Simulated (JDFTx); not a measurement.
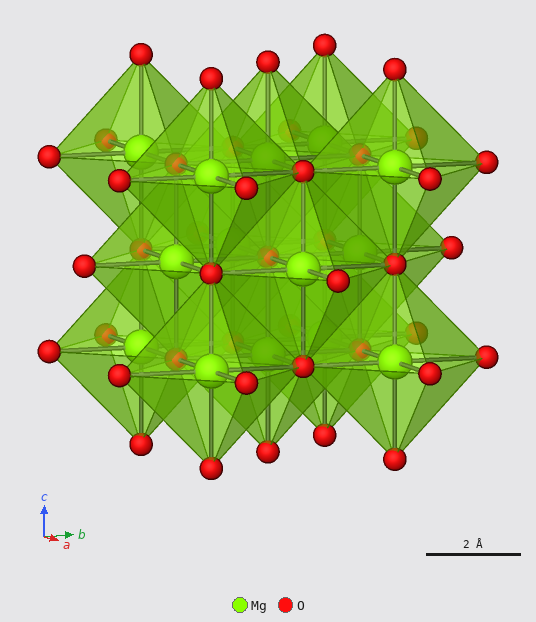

The input geometry (polyhedral view of the cell 4 times as large as that of the calculation, set on its symmetry axes, seen slightly off an axis; polyhedra are completed across the faces of the cell).

Run report: MgO, screening calculation

- system: MgO (2 atoms in the cell)
- method: Kohn-Sham DFT of a periodic cell, LDA, PseudoDojo-SR-LDA-0.4.1-standard, no spin polarisation (JDFTx 1.7.0 (patched build))

The structure derives from a Materials Project entry.

The input
```
include MgO.lattice
coords-type Lattice
include MgO.ionpos

ion-species pseudo/Mg.upf
ion-species pseudo/O.upf
elec-cutoff 42 336
elec-ex-corr lda-PW
exchange-regularization None
kpoint-folding 4 4 4
elec-smearing Fermi 0.0018374661
elec-n-bands 38
symmetries none
electronic-SCF nIterations 100 energyDiffThreshold 1e-09
electronic-minimize nIterations 30 energyDiffThreshold 1e-7
converge-empty-states yes
forces-output-coords Cartesian
polarizability Total 3 8
polarizability-kdiff 0.2500000000 0.0000000000 0.0000000000

dump-name run.$VAR
dump End Ecomponents EigStats BandEigs Kpoints Forces Stress ElecDensity Dtot KEdensity
```

File MgO.lattice
```
lattice \
    0.0000000000     3.9627583152     3.9627583152 \
    3.9627583152     0.0000000000     3.9627583152 \
    3.9627583152     3.9627583152     0.0000000000
```

File MgO.ionpos
```
ion Mg     0.0000000000     0.0000000000     0.0000000000 1
ion O      0.5000000000     0.5000000000     0.5000000000 1
```

Launched with:
```bash
jdftx -c 1 -i MgO.in -o MgO.out
```

Output
```
*************** JDFTx 1.7.0 (patched build) ***************

Input parsed successfully to the following command list (including defaults):
[... the input with its defaults ...]

---------- Initializing the Grid ----------
R =
[            0      3.96276      3.96276  ]
[      3.96276            0      3.96276  ]
[      3.96276      3.96276            0  ]
unit cell volume = 124.458
G =
[  -0.792779   0.792779   0.792779  ]
[   0.792779  -0.792779   0.792779  ]
[   0.792779   0.792779  -0.792779  ]
Minimum fftbox size, Smin = [  48  48  48  ]
Chosen fftbox size, S = [  48  48  48  ]

---------- Initializing tighter grid for wavefunction operations ----------
R =
[            0      3.96276      3.96276  ]
[      3.96276            0      3.96276  ]
[      3.96276      3.96276            0  ]
unit cell volume = 124.458
G =
[  -0.792779   0.792779   0.792779  ]
[   0.792779  -0.792779   0.792779  ]
[   0.792779   0.792779  -0.792779  ]
Minimum fftbox size, Smin = [  36  36  36  ]
Chosen fftbox size, S = [  36  36  36  ]

---------- Exchange Correlation functional ----------
Initalized Slater LDA exchange.
Initalized Perdew-Wang LDA correlation.

---------- Setting up pseudopotentials ----------
Width of ionic core gaussian charges (only for fluid interactions / plotting) set to 0

Reading pseudopotential file 'pseudo/Mg.upf':
  'Mg' pseudopotential, 'SLA  PW   NOGX NOGC' functional
  Generated using ONCVPSP code by D. R. Hamann
  10 valence electrons, 3 orbitals, 4 projectors, 1001 radial grid points, with lMax = 1
    2S    l: 0   occupation:  2.0   eigenvalue: -2.914109
    2P    l: 1   occupation:  6.0   eigenvalue: -1.717148
    3S    l: 0   occupation:  2.0   eigenvalue: -0.175731
  Core radius for overlap checks: 1.50 bohrs.

Reading pseudopotential file 'pseudo/O.upf':
  'O' pseudopotential, 'SLA  PW   NOGX NOGC' functional
  Generated using ONCVPSP code by D. R. Hamann
  6 valence electrons, 2 orbitals, 5 projectors, 926 radial grid points, with lMax = 2
    2S    l: 0   occupation:  2.0   eigenvalue: -0.872925
    2P    l: 1   occupation:  4.0   eigenvalue: -0.338004
  Core radius for overlap checks: 1.39 bohrs.

Initialized 2 species with 2 total atoms.

Folded 1 k-points by 4x4x4 to 64 k-points.

---------- Setting up k-points, bands, fillings ----------
No reducable k-points.
Computing the number of bands and number of electrons
Calculating initial fillings.
nElectrons:  16.000000   nBands: 38   nStates: 64

----- Setting up reduced wavefunction bases (one per k-point) -----
average nbasis = 1619.047 , ideal nbasis = 1618.045

----- Initializing Supercell corresponding to k-point mesh -----
Lattice vector linear combinations in supercell:
[   4   0   0  ]
[   0   4   0  ]
[   0   0   4  ]
Supercell lattice vectors:
[  0  15.851  15.851  ]
[  15.851  0  15.851  ]
[  15.851  15.851  0  ]

-------- Setting up exchange kernel --------
3D periodic kernel with unmodified G=0.

---------- Setting up ewald sum ----------
Optimum gaussian width for ewald sums = 1.799816 bohr.
Real space sum over 1331 unit cells with max indices [  5  5  5  ]
Reciprocal space sum over 2197 terms with max indices [  6  6  6  ]

---------- Allocating electronic variables ----------
Initializing wave functions:  linear combination of atomic orbitals
Note: number of bands (38) exceeds available atomic orbitals (9)
Mg pseudo-atom occupations:   s ( 2 2 )  p ( 6 )
O pseudo-atom occupations:   s ( 2 )  p ( 4 )
	FillingsUpdate:  mu: +0.493375714  nElectrons: 16.000000
LCAOMinimize: Iter:   0  F: -75.3412210553180159  |grad|_K:  2.328e-03  alpha:  1.000e+00
	FillingsUpdate:  mu: +0.413877758  nElectrons: 16.000000
LCAOMinimize: Iter:   1  F: -75.4361433429589852  |grad|_K:  1.454e-04  alpha:  3.452e-01  linmin: -2.207e-01  cgtest:  8.003e-01
LCAOMinimize: Encountered beta<0, resetting CG.
[... 7 lines of inner loops ...]
LCAOMinimize: Iter:   5  F: -75.4366053128931640  |grad|_K:  2.348e-07  alpha:  3.937e-01  linmin: -2.563e-04  cgtest:  1.704e-03
	FillingsUpdate:  mu: +0.410935411  nElectrons: 16.000000
LCAOMinimize: Iter:   6  F: -75.4366053150429110  |grad|_K:  1.476e-08  alpha:  8.442e-01  linmin:  2.216e-03  cgtest: -5.602e-03
LCAOMinimize: Converged (|Delta F|<1.000000e-06 for 2 iters).

-------- Electronic minimization -----------
Will mix electronic density at each iteration.
	FillingsUpdate:  mu: +0.410935411  nElectrons: 16.000000
	FillingsUpdate:  mu: +0.410606312  nElectrons: 16.000000
SCF: Cycle:  0   F: -75.444491018427414   dF: -7.886e-03   |Residual|: 1.036e-02   |deigs|: 7.856e-01
	FillingsUpdate:  mu: +0.409890543  nElectrons: 16.000000
SCF: Cycle:  1   F: -75.444572142986289   dF: -8.112e-05   |Residual|: 4.238e-03   |deigs|: 7.089e-03
	FillingsUpdate:  mu: +0.410103201  nElectrons: 16.000000
SCF: Cycle:  2   F: -75.444574556705618   dF: -2.414e-06   |Residual|: 2.121e-03   |deigs|: 2.253e-03
	FillingsUpdate:  mu: +0.410179168  nElectrons: 16.000000
SCF: Cycle:  3   F: -75.444575002728300   dF: -4.460e-07   |Residual|: 5.738e-04   |deigs|: 1.680e-03
	FillingsUpdate:  mu: +0.410203756  nElectrons: 16.000000
SCF: Cycle:  4   F: -75.444575011608094   dF: -8.880e-09   |Residual|: 5.706e-05   |deigs|: 6.799e-04
	FillingsUpdate:  mu: +0.410206583  nElectrons: 16.000000
SCF: Cycle:  5   F: -75.444575011962229   dF: -3.541e-10   |Residual|: 8.905e-06   |deigs|: 2.732e-04
	FillingsUpdate:  mu: +0.410207635  nElectrons: 16.000000
SCF: Cycle:  6   F: -75.444575011999945   dF: -3.772e-11   |Residual|: 2.939e-06   |deigs|: 1.788e-04
SCF: Converged (|Delta E|<1.000000e-09 for 2 iters).

Setting wave functions to eigenvectors of Hamiltonian
Converging empty states (this may take a while): |deigs|: 7.862e-04

# Stress tensor in Cartesian coordinates [Eh/a0^3]:
[  0.000135784  3.29455e-10  3.80917e-10  ]
[  3.29455e-10  0.000135784  -1.0041e-10  ]
[  3.80917e-10  -1.0041e-10  0.000135784  ]

# Ionic positions in lattice coordinates:
ion Mg   0.000000000000000   0.000000000000000   0.000000000000000 1
ion O   0.500000000000000   0.500000000000000   0.500000000000000 1

# Forces in Cartesian coordinates:
force Mg  -0.000000192387344   0.000000195096564   0.000000096143274 1
force O   0.000000068853023   0.000000077509974   0.000000026006670 1

# Energy components:
   Eewald =      -47.5873828444100653
       EH =       20.5116033255602837
     Eloc =      -61.1292434888947014
      Enl =      -20.9322366939309852
      Exc =      -11.9465053938671097
 Exc_core =        0.4723322351365788
       KE =       45.1668578484060745
-------------------------------------
     Etot =      -75.4445750119999445
       TS =        0.0000000000000001
-------------------------------------
        F =      -75.4445750119999445

IonicMinimize: Iter:   0  F: -75.444575011999945  |grad|_K:  8.514e-08
IonicMinimize: Converged (|grad|_K<1.000000e-04).

#--- Lowdin population analysis ---
# oxidation-state Mg +1.520
# oxidation-state O -1.358

Dumping 'run.eigStats' ...
	eMin: -2.338436 at state 0 ( [ +0.000000 +0.000000 +0.000000 ] spin 0 )
	HOMO: +0.289048 at state 0 ( [ +0.000000 +0.000000 +0.000000 ] spin 0 )
	mu  : +0.410208
	LUMO: +0.465726 at state 0 ( [ +0.000000 +0.000000 +0.000000 ] spin 0 )
	eMax: +3.047873 at state 39 ( [ +0.500000 +0.250000 -0.250000 ] spin 0 )
	HOMO-LUMO gap: +0.176678
	Optical gap  : +0.176678 at state 0 ( [ +0.000000 +0.000000 +0.000000 ] spin 0 )
Dumping polarizability matrix:
	Setting up reduced basis at Ecut=3: nbasis = 28 for k = [   0.250   0.000   0.000  ]
	Computing NonInteracting polarizability in plane-wave basis
	Clearing orthogonal wavefunctions (C) to free memory.
	Applying Coulomb kernel
	Forming Coulomb matrix
	Applying Exchange-Correlation kernel
	Forming Exchange-Correlation matrix
	Computing External and Total polarizability matrices in PW basis
	Dumping 'run.epsInvEigs' ... Done.
	head(epsInv): 0.367286   1/head(epsInv): 2.72268
	Computing transformation matrix from PW to Total polarizability eigen-basis
	Transforming output quantities to Total polarizability eigen-basis
	Dumping 'run.pol_*' ... Done.
Done!
```

Results in brief

```tsv
quantity	value
outcome	converged
space group (tolerance 0.01 Å)	Fm-3m (225)
electrons treated	16
free energy	−2052.9515 eV
gap on the k-point mesh	4.81 eV
pressure	−3.99 GPa
largest force (length of the vector)	under 0.001 eV/Å
hardware	1 thread of Arm Neoverse V2, 24 GiB of memory available, shared host
wall time	2.2 min
peak memory	0.16 GiB
```

Remarks

Points of doubt noted for this run: coarse mesh. The k-point mesh is coarse for a cell of this size, so the results may not be converged.
